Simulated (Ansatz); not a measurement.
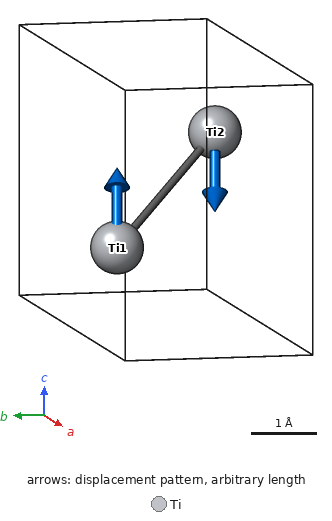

Normal modes of solid Ti, space group P6₃/mmc (No. 194), at the zone centre. The optical levels lie at 109 (×2), 208 cm⁻¹. One mode is drawn. The blue arrows are the displacements of the atoms (eigenvector over the root of the mass), of arbitrary overall length and sign. Style: ball-and-stick. Shown: the cell of the calculation, from a free direction.

Theory: DFT PBEsol, scalar-relativistic, plane waves, PAW (Ansatz). (plane-wave cutoff 420 eV; k-point mesh 18 × 18 × 10; occupations fermi dirac; smearing width 0.15 eV; no spin polarisation)

The frequencies depend somewhat on the k-mesh and the smearing.

Which of these frequencies is the drawn mode's?

Answer. The level at 208 cm⁻¹. This is the B₁g mode, the highest optical level, silent by symmetry (neither infrared- nor Raman-active). All motion is along c; atoms of one kind move against one another, with no net shift of their sublattice.
